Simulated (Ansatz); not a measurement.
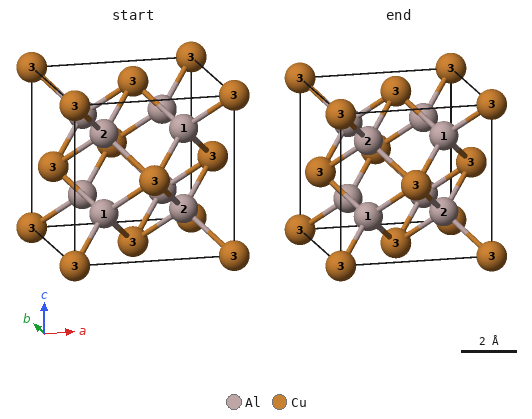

The structure of a crystal of Al₂Cu (a generated structure, set up in Fm-3m) (coarse preliminary run) before (left) and after (right) a relaxation, at one scale.

The picture is a ball-and-stick view of the conventional cell (4 times the calculation's cell), seen slightly off an axis. Lengths and directions refer to the drawn axes.

Case: Au → Cu, In → Al on all its sites, cell and atoms relaxed.

All numbers below come from DFT PBEsol, scalar-relativistic, plane waves, PAW in Ansatz 0.2.0.

Input file:
```yaml
crystal:
  lattice:
    - [0.0, 3.024541112, 3.024541112]
    - [3.024541112, 0.0, 3.024541112]
    - [3.024541112, 3.024541112, 0.0]
  atoms:
    - { symbol: Al, position: [0.25, 0.25, 0.25] }
    - { symbol: Al, position: [0.75, 0.75, 0.75] }
    - { symbol: Cu, position: [0.0, 0.0, 0.0] }
basis:
  ecutwfc: 420
kpoints:
  mp_grid: { grid: [6, 6, 6] }
hamiltonian:
  xc: pbesol
scf:
  occupations: { method: gaussian, width: 0.1 }
output:
  forces: true
  stress: true
  eigenvalues: true
relax:
  adjacent_minimum: "off"
  f_tol: 0.05
  max_steps: 60
  cell: { stress_tol: 0.5 }
```

Run as
```bash
ansatz run input.yaml --threads 1 --pin off --max-ram 2560MiB --backend cpu --events-out ev --progress --plain --runs-dir out
```

Q: What changed between the two?

A: Over 3 accepted moves (4 points after the start) the energy falls by 0.370 eV per cell of the calculation. All forces vanish by symmetry, so only the cell relaxes. Pressure: −11.91 GPa at the start and −0.02 GPa at the end. The SCF was repeated once at an unchanged geometry on a basis and grid sized afresh for the cell, which shifted the energy by 1.7 meV per cell of the calculation at most. The atoms keep their places relative to the cell (all moves are under 0.005 Å). Cell: a = b = c 6.049 → 5.725 Å (−5.4 %). Volume −15.2 %. Some distances before and after: Al1–Cu3 2.619 → 2.479 Å. The space group stays Fm-3m (No. 225). Cost: 5.8 s on 1 thread of Arm Neoverse V1, with other jobs on the host, peak memory 0.31 GiB.
